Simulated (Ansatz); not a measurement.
System: wurtzite MgS, space group P6_3mc, 4 atoms in the cell, relaxed with r2SCAN; a = 4.029 Å, c = 6.454 Å (hexagonal axes). Starting point: PBE, Ansatz PAW set, no spin polarisation, no spin-orbit coupling, 6×6×2 k mesh, 420 eV cutoff, fixed occupations (Ansatz 0.2.0). Many-body step: G0W0 with empty bands 147, screening cutoff 80 eV and frequency treatment contour deformation.

In PBE the smallest gap over these k points is 3.47 eV, with direct gaps of 3.47 eV at Γ, 5.21 eV at M and 5.27 eV at A.

What does G0W0 give?

Answer. Over the k points that were corrected, the smallest gap goes from 3.47 eV in PBE (direct at Γ) to 4.92 eV in G0W0 (direct at Γ), a change of +1.45 eV (+42 %). Counted from the valence top, the lowest empty level moves by +1.45 eV at Γ, +1.49 eV at M and +1.57 eV at A; over the 12 points that were corrected the shifts run from +1.37 to +1.60 eV: a spread of 0.23 eV on a mean of 1.51 eV, so one scissor shift describes this level only roughly. The top filled level also moves against the valence top, by −0.17 eV at K. The quasiparticle weight (renormalisation factor) lies between 0.76 and 0.82 for the top filled and first empty levels.

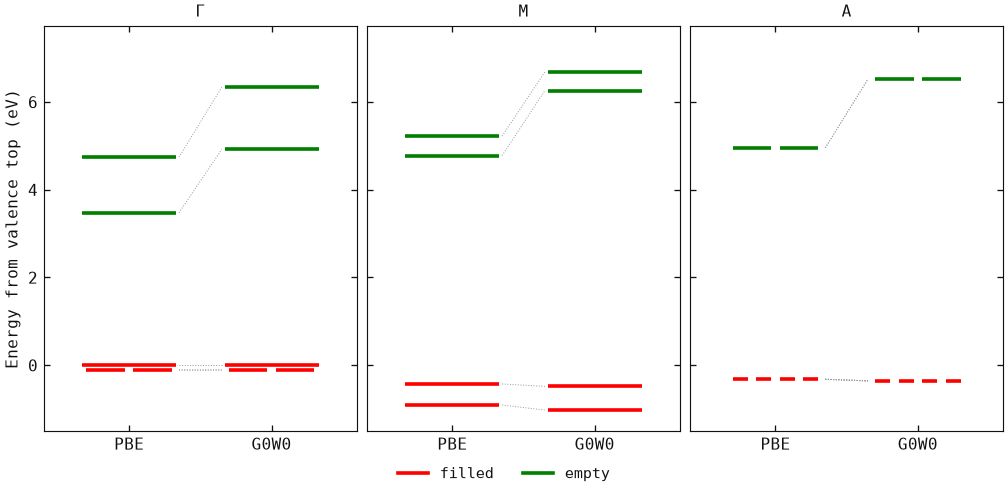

Levels at Γ, M and A in PBE and in G0W0, each set counted from its own valence top. Degenerate partners of corrected states are drawn at the same energy.

```csv
k point,PBE direct gap (eV),G0W0 direct gap (eV)
Γ,3.47,4.92
M,5.21,6.74
A,5.27,6.88
```

The k mesh is coarse (spacing up to 0.49 Å⁻¹), so the values aren't converged. The usual form of MgS is rocksalt. Bands, cutoffs and mesh are finite, so these values aren't at the basis limit.
